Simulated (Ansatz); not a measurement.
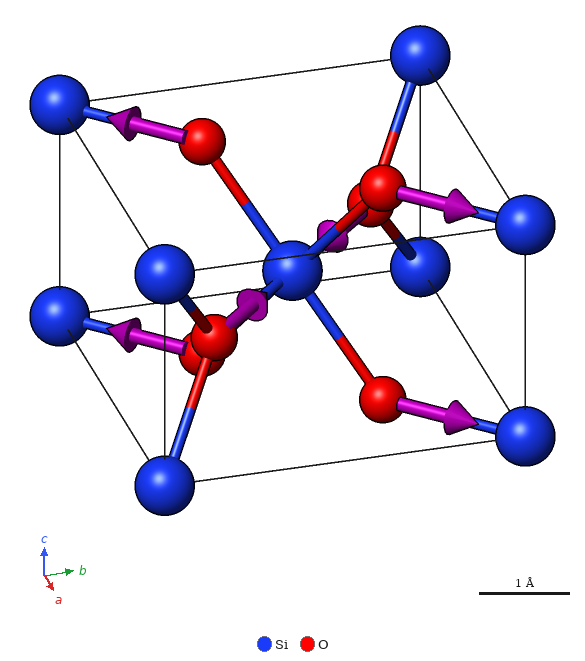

Phonons of a crystal of SiO$_{2}$, space group P4₂/mnm (No. 136), at the zone centre. The optical levels lie at 232, 390, 465 (×2), 575 (×2), 586 (×2), 611, 655, 754, 757, 830 (×2), 957 cm⁻¹. One mode is drawn. The purple arrows are the displacements of the atoms (eigenvector over the root of the mass), of arbitrary overall length and sign. A ball-and-stick model of the cell of the calculation, seen from a free direction.

These are results of DFT r2SCAN, scalar-relativistic, plane waves, PAW (Ansatz 0.2.0), not measurements. Set-up: plane-wave cutoff 500 eV; k-point mesh 6 × 6 × 8; occupations gaussian; smearing width 0.05 eV; no spin polarisation.

Frequencies are those without the non-analytic (LO–TO) term.

**Which of these frequencies is the drawn mode's?**

The level at 754 cm⁻¹. This is the A₁g mode, optical level 8 of 11, counted from below, Raman-active by symmetry. The Si atoms stay at rest; atoms of one kind move against one another, with no net shift of their sublattice; of the bonds it mainly stretches O–Si, some lengthening while others shorten.
